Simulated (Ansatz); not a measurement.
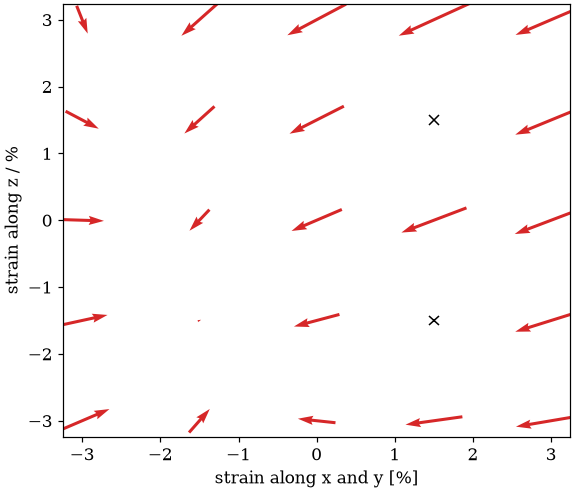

Se (Pm-3m, No. 221; 1 atom in the cell). The cell is strained homogeneously, by one strain along x and y and another along z, with fractional coordinates fixed (x, y and z along the cube axes). Coordinates scanned: (1) strain along x and y; (2) strain along z. Grid: 5 × 5 points. At 2 points there is no value. Points are written as (first, second). The reference cell is the one listed in the database, not relaxed at this level. All numbers below come from DFT LDA, scalar-relativistic, plane waves, PAW in Ansatz 0.2.0. Settings: cutoff 420 eV, k-mesh 16×16×16, gaussian smearing 0.15 eV, no spin polarisation.

Drawn: crosses at grid points without a value, arrows along the force (downhill), their lengths compressed.

Q: The arrows alone are given. Where is the energy lowest?

A: The arrows converge at (−1.5 %, −1.5 %) (read from the interpolated surface).

The energy map of the same scan:

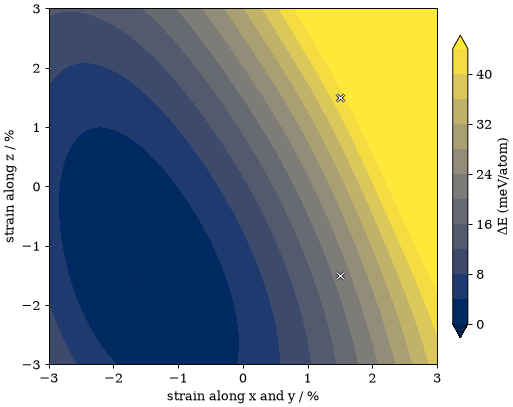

Energies are in meV/atom, from the lowest grid point; between grid points the surface is interpolated.
